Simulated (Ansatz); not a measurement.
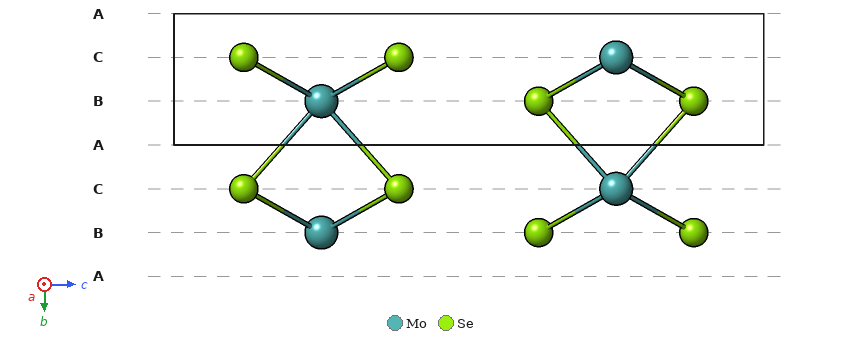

Projection along an edge of the hexagonal mesh, stacking direction c to the right. The dashed lines mark the three columns A (0, 0), B (1/3, 2/3) and C (2/3, 1/3). The sequence starts with the first layer at or above the cell's origin.

System MoSe₂; source of the atomic positions: the geometry relaxed with DFT PBE+D3(BJ), scalar-relativistic, plane waves, PAW in Ansatz.

Give the sequence of layers in one repeat, with element and column.

Se(C) – Mo(B) – Se(C) – Se(B) – Mo(C) – Se(B) (six layers in 12.73 Å).

How are the Se layers alone stacked?

Se layers alone: CCBB, a sequence in which some neighbouring layers lie directly above each other.

Which positions between or in the Se layers do the other atoms fill?

Mo: two trigonal-prismatic sites, counted in one hexagonal cell. Two of the four gaps between Se layers are empty, 3.02 Å wide.

What short polytype symbol fits?

Polytype symbol 2H, the symbol of a layered MX2 polytype (number of slabs in the repeat and lattice).

Heights of the layers:

```json
{"layer": "1", "atoms (column)": "Se(C)", "height (Å)": "1.51", "to next (Å)": "1.67"}
{"layer": "2", "atoms (column)": "Mo(B)", "height (Å)": "3.18", "to next (Å)": "1.67"}
{"layer": "3", "atoms (column)": "Se(C)", "height (Å)": "4.86", "to next (Å)": "3.02"}
{"layer": "4", "atoms (column)": "Se(B)", "height (Å)": "7.87", "to next (Å)": "1.67"}
{"layer": "5", "atoms (column)": "Mo(C)", "height (Å)": "9.55", "to next (Å)": "1.67"}
{"layer": "6", "atoms (column)": "Se(B)", "height (Å)": "11.22", "to next (Å)": "3.02"}
```
